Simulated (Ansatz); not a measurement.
# Geometry relaxation of InSe (part 1 of 2)

InSe (8 atoms in the cell), computed with DFT PBE+D3(BJ), scalar-relativistic, plane waves, PAW, no spin polarisation (Ansatz 0.2.0).

The structure derives from an entry of the Crystallography Open Database.

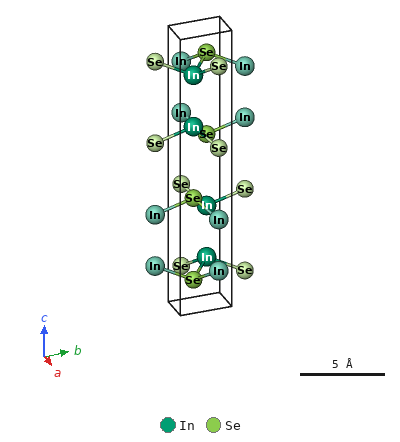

*The input geometry (ball-and-stick view of the cell of the calculation, seen slightly off an axis; neighbours outside the cell are drawn fainter). An atom can appear more than once, as a periodic image.*

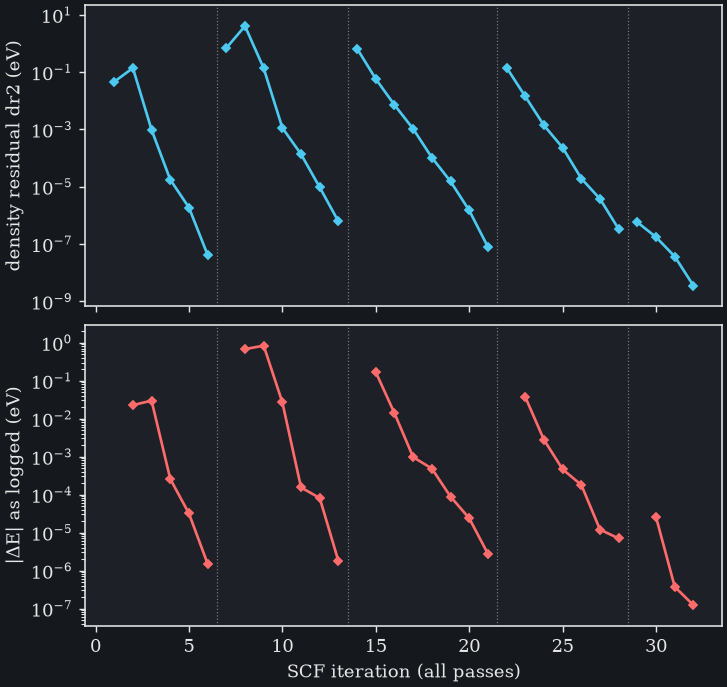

*Convergence of the self-consistent field: density residual dr2 and size of the energy change against the SCF iteration. The dotted lines part the SCF passes of the relaxation: geometry steps, rejected trials and re-solves on a re-selected basis.*

The 5 passes take 4 to 8 iterations each, 32 in all.

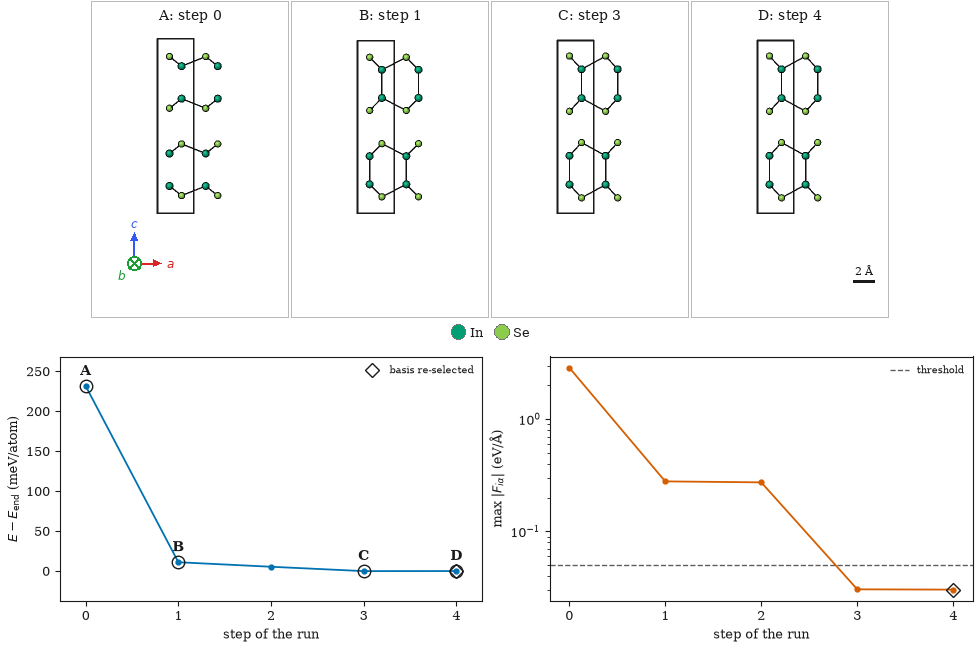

*Frames of the relaxation (ball-and-stick view of the cell of the calculation, repeated 2 × 1 × 1, along the b axis) above the curves, on which the letters mark them (the first geometry is step 0 here and step 1 in the log).*

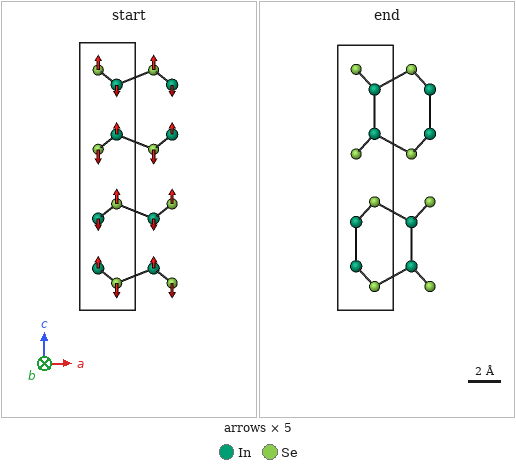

*Before (left) and after (right) the relaxation, at one scale (ball-and-stick view of the cell of the calculation, repeated 2 × 1 × 1, along the b axis). The red arrows give the displacements (without the part carried along by the change of the cell), magnified 5 times.*

The largest moves relative to the cell, 0.20 Å, are those of Se5, Se6, Se7 and Se8. Largest moves by element: Se 0.20 Å, In 0.16 Å. The volume changes by −1.3 %, with a = b 4.050 → 4.044 Å (−0.2 %), c 16.930 → 16.762 Å (−1.0 %). Among the contacts that change: In1–In3 3.149 → 2.799 Å, In1–Se6 2.517 → 2.662 Å. Among the angles that change: Se8–In3–Se8 107.1° → 98.9°, In3–Se8–In3 107.1° → 98.9°. The space group stays P6_3/mmc (No. 194). After 3 geometry steps the energy has fallen by 232 meV per atom. Largest force component: 2.9 eV/Å at the start, 0.03 eV/Å at the end. Pressure: 5.90 GPa at the start and −0.13 GPa at the end. A last SCF at the same geometry on a re-selected plane-wave basis shifts the energy by +0.1 meV per atom. (Atoms are counted from 1 in the order of the input.)

The input and output of the run follow.

**Input**
```yaml
crystal:
  lattice:
    - [4.0499987506, 0.0, 0.0]
    - [-2.0249993753, 3.5074018033, 0.0]
    - [0.0, 0.0, 16.93]
  atoms:
    - { symbol: In, position: [0.3333333333, 0.6666666667, 0.157] }
    - { symbol: In, position: [0.6666666667, 0.3333333333, 0.657] }
    - { symbol: In, position: [0.3333333333, 0.6666666667, 0.343] }
    - { symbol: In, position: [0.6666666667, 0.3333333333, 0.843] }
    - { symbol: Se, position: [0.3333333333, 0.6666666667, 0.602] }
    - { symbol: Se, position: [0.6666666667, 0.3333333333, 0.102] }
    - { symbol: Se, position: [0.3333333333, 0.6666666667, 0.898] }
    - { symbol: Se, position: [0.6666666667, 0.3333333333, 0.398] }
basis:
  ecutwfc: 420
kpoints:
  mp_grid: { grid: [6, 6, 2] }
hamiltonian:
  xc: pbe
  dispersion: d3bj
scf:
  occupations: { method: gaussian, width: 0.1 }
output:
  forces: true
  stress: true
  eigenvalues: true
relax:
  adjacent_minimum: "off"
  f_tol: 0.05
  max_steps: 80
  cell: { stress_tol: 0.5 }
```

Command:
```bash
ansatz run input.yaml --threads 2 --pin off --max-ram 5120MiB --backend cpu --events-out ev --progress --plain --runs-dir out
```

**Output**
```
Engine: ansatz 0.2.0, x86_64-unknown-linux-gnu
Pseudopotentials: kind: paw
Pseudopotential: In, paw, valence charge 13, recommended cutoff 420 eV (normal), In.paw.azcp
Pseudopotential: Se, paw, valence charge 16, recommended cutoff 420 eV (normal), Se.paw.azcp
Functional definition: PBE
  parameter kappa = 0.804
  parameter beta = 0.06672455060314922
  exchange = pbe_x(kappa = kappa, mu = beta*pi^2/3)
  correlation = pbe_c(beta = beta)
Crystal: 8 atoms, lattice volume = 240.490 Å³
Basis set: ecut = 420 eV, 4701 PW (Γ), exchange–correlation on 60×60×240 points (8 copies of the dense FFT grid, shifted against one another)
Bands: 70, of which v1, the nominal top of the filled ones, is band 58 counted from 1 (57 counted from 0)
Symmetry: 24 space group operations
Space group: P63/mmc (ITA 194), of the structure as read, at distance tolerance 6.2e-5 Å
k-points: 14 of 72
Non-local potential: In, projectors of the file, l = 0: 2, l = 1: 2, l = 2: 2, l = 3: 2
Non-local potential: Se, projectors of the file, l = 0: 2, l = 1: 2, l = 2: 3, l = 3: 1
PAW form: soft (Blöchl's): semilocal exchange-correlation on the pseudo side does not see the compensation charge
PAW one-centre angular grid: In, 590 points (default); XC on 64 Gauss nodes
PAW one-centre angular grid: Se, 590 points (default); XC on 64 Gauss nodes
Initial density: superposition of atomic densities (neutral atoms: chi_scale 0, normalization atom), corrected by the library's trained network
Initial wavefunctions: pseudopotential atomic-orbital guess
Functional: x = pbe(κ = 0.804, μ = 0.2195149727645171), c = pbe(β = 0.06672455060314922)
SCF iter   1: F=—  HF=-44272.295115 eV  |F-HF|=—  |Δ(HF+E_count)|=         —  Δρ=1.91e-3  dr2=4.58e-2  ethr=1.77e-3  ⟨swp⟩=6.2  Hψ=3916  notcnv=0  defer=4
preconditioner: auto → LDOS  [insulator: Δε(μ)=0.359 eV  Ē_g=14.248 eV  σ=0.100 eV  W_gap=0.82  n_scr=66 (ndim 8)  ℏωp=20.9 eV  f_vac=0.138  D(μ)=0.62/eV (n_scr^D=2)  ε∞_Penn≈3.1  β→1.0]
SCF iter   2: F=—  HF=-44272.317803 eV  |F-HF|=—  |Δ(HF+E_count)|=   2.27e-2  Δρ=3.03e-3  dr2=1.38e-1  ethr=3.95e-5  ⟨swp⟩=2.3  Hψ=1746  notcnv=0  defer=100
SCF iter   3: F=—  HF=-44272.288150 eV  |F-HF|=—  |Δ(HF+E_count)|=   2.97e-2  Δρ=3.95e-4  dr2=9.67e-4  ethr=3.95e-5  ⟨swp⟩=2.1  Hψ=1481  notcnv=0  defer=100
SCF iter   4: F=—  HF=-44272.287891 eV  |F-HF|=—  |Δ(HF+E_count)|=   2.59e-4  Δρ=6.57e-5  dr2=1.76e-5  ethr=8.34e-7  ⟨swp⟩=2.8  Hψ=1543  notcnv=0  defer=100
SCF iter   5: F=—  HF=-44272.287923 eV  |F-HF|=—  |Δ(HF+E_count)|=   3.19e-5  Δρ=2.44e-5  dr2=1.88e-6  ethr=1.52e-8  ⟨swp⟩=2.0  Hψ=1785  notcnv=0  defer=83
SCF iter   6: F=-44272.287922 eV  HF=-44272.287922 eV  |F-HF|=4.92e-8  |Δ(HF+E_count)|=   1.51e-6  Δρ=4.54e-6  dr2=4.19e-8  ethr=8.62e-11  ⟨swp⟩=8.3  Hψ=4950  notcnv=0
SCF 1 converged in 6 iterations: F = -44272.287922 eV  dr2 = 4.19e-8
  greatest PAW one-centre occupation: 1.000 electrons in one spin orbital (limit 2), on the Se atom at site 7 (counted from 0), in its partial waves of l = 2
relax step   1: F+E_penalty+E_count = -44272.28792176 eV  Δ(F+E_penalty+E_count) = +0.000e0 eV  max|allowed force component| = 2.876e0 eV/Å  Δτ_max = 0.0000 Å  P = +5.901 GPa  Ω = 240.490 Å³  (6 SCF iters, dr2 threshold 1.00e-7 eV, accepted)
Crystal: 8 atoms, lattice volume = 243.861 Å³
Basis set: ecut = 420 eV, 4723 PW (Γ), exchange–correlation on 60×60×240 points (8 copies of the dense FFT grid, shifted against one another)
Initial density: handed on by an earlier stage of this run
Initial wavefunctions: those handed on with the density
iter 1 solved again at ethr=5.86e-4 eV; its pass at ethr=3.10e-3 eV (dr2=6.79e-1 eV) is discarded
SCF iter   1: F=—  HF=-44274.238736 eV  |F-HF|=—  |Δ(HF+E_count)|=         —  Δρ=1.61e-2  dr2=6.89e-1  ethr=5.86e-4  ⟨swp⟩=1.1  Hψ=4766  notcnv=0
preconditioner: auto → LDOS  [insulator: Δε(μ)=0.126 eV  Ē_g=13.980 eV  σ=0.100 eV  W_gap=0.63  n_scr=66 (ndim 8)  ℏωp=20.7 eV  f_vac=0.114  D(μ)=0.21/eV (n_scr^D=2)  ε∞_Penn≈3.2  β→1.0]
SCF iter   2: F=—  HF=-44274.913619 eV  |F-HF|=—  |Δ(HF+E_count)|=   6.75e-1  Δρ=1.77e-2  dr2=4.02e0  ethr=5.86e-4  ⟨swp⟩=4.0  Hψ=2294  notcnv=0  defer=8  recentre
SCF iter   3: F=—  HF=-44274.078903 eV  |F-HF|=—  |Δ(HF+E_count)|=   8.35e-1  Δρ=5.79e-3  dr2=1.36e-1  ethr=5.86e-4  ⟨swp⟩=3.4  Hψ=2030  notcnv=0  defer=99
SCF iter   4: F=—  HF=-44274.052080 eV  |F-HF|=—  |Δ(HF+E_count)|=   2.68e-2  Δρ=7.76e-4  dr2=1.13e-3  ethr=1.17e-4  ⟨swp⟩=2.0  Hψ=1515  notcnv=0  defer=99
SCF iter   5: F=—  HF=-44274.051925 eV  |F-HF|=—  |Δ(HF+E_count)|=   1.54e-4  Δρ=2.67e-4  dr2=1.36e-4  ethr=9.78e-7  ⟨swp⟩=2.0  Hψ=1693  notcnv=0  defer=99
SCF iter   6: F=—  HF=-44274.052006 eV  |F-HF|=—  |Δ(HF+E_count)|=   8.13e-5  Δρ=6.01e-5  dr2=9.48e-6  ethr=1.17e-7  ⟨swp⟩=3.0  Hψ=1773  notcnv=0  defer=99
SCF iter   7: F=-44274.052008 eV  HF=-44274.052008 eV  |F-HF|=2.55e-7  |Δ(HF+E_count)|=   1.78e-6  Δρ=1.61e-5  dr2=6.14e-7  ethr=6.90e-10  ⟨swp⟩=10.5  Hψ=5443  notcnv=0
SCF 2 converged in 7 iterations: F = -44274.052008 eV  dr2 = 6.14e-7
relax step   2: F+E_penalty+E_count = -44274.05200797 eV  Δ(F+E_penalty+E_count) = -1.764e0 eV  max|allowed force component| = 2.789e-1 eV/Å  Δτ_max = 0.1946 Å  P = +0.185 GPa  Ω = 243.861 Å³  energy of the carried Pulay correction = -6.665e-4 eV  (7 SCF iters, dr2 threshold 8.00e-7 eV, accepted)
Crystal: 8 atoms, lattice volume = 230.996 Å³
Basis set: ecut = 420 eV, 4567 PW (Γ), exchange–correlation on 60×60×240 points (8 copies of the dense FFT grid, shifted against one another)
iter 1 solved again at ethr=5.62e-4 eV; its pass at ethr=3.10e-3 eV (dr2=6.52e-1 eV) is discarded
SCF iter   1: F=—  HF=-44274.276286 eV  |F-HF|=—  |Δ(HF+E_count)|=         —  Δρ=1.33e-2  dr2=6.55e-1  ethr=5.62e-4  ⟨swp⟩=1.1  Hψ=4530  notcnv=0
preconditioner: auto → Resta (q_TF=auto, 2.432 Å⁻¹)  ε∞=3.3  [insulator: Δε(μ)=0.225 eV  Ē_g=13.941 eV  σ=0.100 eV  W_gap=0.89  n_scr=66 (ndim 8)  ℏωp=21.3 eV  f_vac=0.071  D(μ)=0.09/eV (n_scr^D=0)  ε∞_Penn≈3.3]
SCF iter   2: F=—  HF=-44274.109613 eV  |F-HF|=—  |Δ(HF+E_count)|=   1.67e-1  Δρ=5.65e-3  dr2=5.75e-2  ethr=5.62e-4  ⟨swp⟩=3.0  Hψ=1369  notcnv=0
SCF iter   3: F=—  HF=-44274.095705 eV  |F-HF|=—  |Δ(HF+E_count)|=   1.39e-2  Δρ=1.94e-3  dr2=7.12e-3  ethr=4.96e-5  ⟨swp⟩=2.1  Hψ=1845  notcnv=0
SCF iter   4: F=—  HF=-44274.096673 eV  |F-HF|=—  |Δ(HF+E_count)|=   9.68e-4  Δρ=6.66e-4  dr2=1.04e-3  ethr=6.14e-6  ⟨swp⟩=2.0  Hψ=1854  notcnv=0  defer=1
SCF iter   5: F=—  HF=-44274.097159 eV  |F-HF|=—  |Δ(HF+E_count)|=   4.86e-4  Δρ=1.92e-4  dr2=1.04e-4  ethr=8.94e-7  ⟨swp⟩=2.0  Hψ=1789  notcnv=0  defer=1
SCF iter   6: F=—  HF=-44274.097248 eV  |F-HF|=—  |Δ(HF+E_count)|=   8.83e-5  Δρ=5.77e-5  dr2=1.53e-5  ethr=8.99e-8  ⟨swp⟩=2.0  Hψ=1790  notcnv=0  defer=1
SCF iter   7: F=—  HF=-44274.097272 eV  |F-HF|=—  |Δ(HF+E_count)|=   2.39e-5  Δρ=2.26e-5  dr2=1.49e-6  ethr=1.32e-8  ⟨swp⟩=2.0  Hψ=1218  notcnv=0  defer=1
SCF iter   8: F=-44274.097275 eV  HF=-44274.097274 eV  |F-HF|=1.87e-7  |Δ(HF+E_count)|=   2.78e-6  Δρ=4.79e-6  dr2=7.95e-8  ethr=6.90e-10  ⟨swp⟩=6.4  Hψ=3636  notcnv=0
SCF 3 converged in 8 iterations: F = -44274.097275 eV  dr2 = 7.95e-8
relax step   3: F+E_penalty+E_count = -44274.09727461 eV  Δ(F+E_penalty+E_count) = -4.527e-2 eV  max|allowed force component| = 2.734e-1 eV/Å  Δτ_max = 0.1934 Å  P = -0.209 GPa  Ω = 230.996 Å³  energy of the carried Pulay correction = +1.964e-3 eV  (8 SCF iters, dr2 threshold 8.00e-7 eV, accepted)
Crystal: 8 atoms, lattice volume = 237.345 Å³
Basis set: ecut = 420 eV, 4629 PW (Γ), exchange–correlation on 60×60×240 points (8 copies of the dense FFT grid, shifted against one another)
iter 1 solved again at ethr=1.23e-4 eV; its pass at ethr=3.10e-3 eV (dr2=1.43e-1 eV) is discarded
SCF iter   1: F=—  HF=-44274.180307 eV  |F-HF|=—  |Δ(HF+E_count)|=         —  Δρ=6.56e-3  dr2=1.43e-1  ethr=1.23e-4  ⟨swp⟩=1.1  Hψ=4120  notcnv=0
preconditioner: auto → Resta (q_TF=auto, 2.421 Å⁻¹)  ε∞=3.3  [insulator: Δε(μ)=0.405 eV  Ē_g=13.870 eV  σ=0.100 eV  W_gap=1.00  n_scr=66 (ndim 8)  ℏωp=21.0 eV  f_vac=0.085  D(μ)=0.01/eV (n_scr^D=0)  ε∞_Penn≈3.3]
SCF iter   2: F=—  HF=-44274.143119 eV  |F-HF|=—  |Δ(HF+E_count)|=   3.72e-2  Δρ=2.77e-3  dr2=1.41e-2  ethr=1.23e-4  ⟨swp⟩=2.1  Hψ=1287  notcnv=0
SCF iter   3: F=—  HF=-44274.140352 eV  |F-HF|=—  |Δ(HF+E_count)|=   2.77e-3  Δρ=8.05e-4  dr2=1.38e-3  ethr=1.22e-5  ⟨swp⟩=2.2  Hψ=1737  notcnv=0
SCF iter   4: F=—  HF=-44274.140816 eV  |F-HF|=—  |Δ(HF+E_count)|=   4.64e-4  Δρ=2.95e-4  dr2=2.30e-4  ethr=1.19e-6  ⟨swp⟩=2.0  Hψ=1792  notcnv=0
SCF iter   5: F=—  HF=-44274.140996 eV  |F-HF|=—  |Δ(HF+E_count)|=   1.80e-4  Δρ=7.20e-5  dr2=1.93e-5  ethr=1.98e-7  ⟨swp⟩=2.0  Hψ=1793  notcnv=0
SCF iter   6: F=—  HF=-44274.141008 eV  |F-HF|=—  |Δ(HF+E_count)|=   1.20e-5  Δρ=2.86e-5  dr2=3.76e-6  ethr=1.67e-8  ⟨swp⟩=2.0  Hψ=1793  notcnv=0
SCF iter   7: F=-44274.141016 eV  HF=-44274.141015 eV  |F-HF|=6.15e-7  |Δ(HF+E_count)|=   7.04e-6  Δρ=1.04e-5  dr2=3.30e-7  ethr=6.90e-10  ⟨swp⟩=7.3  Hψ=3893  notcnv=0
SCF 4 converged in 7 iterations: F = -44274.141016 eV  dr2 = 3.30e-7
  greatest PAW one-centre occupation: 1.000 electrons in one spin orbital (limit 2), on the Se atom at site 6 (counted from 0), in its partial waves of l = 2
```
